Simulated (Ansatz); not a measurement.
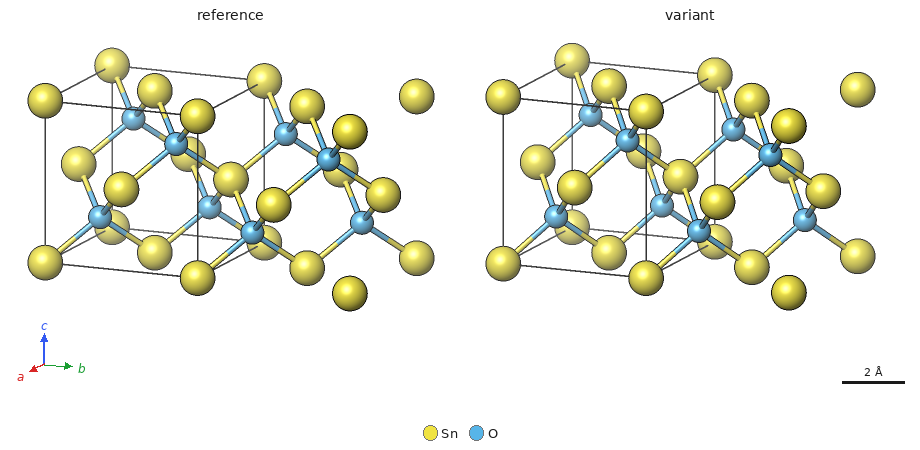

Left: crystalline SnO (built on the zincblende type) at its r2SCAN-relaxed geometry. Right: the same structure after one change, at the same scale. A ball-and-stick model of the conventional cell (4 times the calculation's cell), repeated 1 × 2 × 1 with one cell outlined, seen slightly off an axis. Lengths and directions refer to the drawn axes.

Level of theory: Ansatz, DFT, r2SCAN, plane waves, PAW. Settings: plane-wave cutoff 500 eV; k-point mesh 8 × 8 × 8; occupations fermi dirac; smearing width 0.02 eV; no spin polarisation.

Question: Which change leads from the left to the right?

Answer: The cell is strained by −6.2 % along b and +3.0 % across it (volume −0.5 %). The atoms and the free axis were relaxed with r2SCAN under that strain, and this is a single point on that geometry.

Question: And its effect?

Answer: The energy changes by less than 1 meV per atom. The pressure goes from 0.0 to −0.1 GPa. All forces vanish by symmetry. The space group (tolerance 0.01 Å) goes from F-43m (No. 216) to I-4m2 (No. 119).
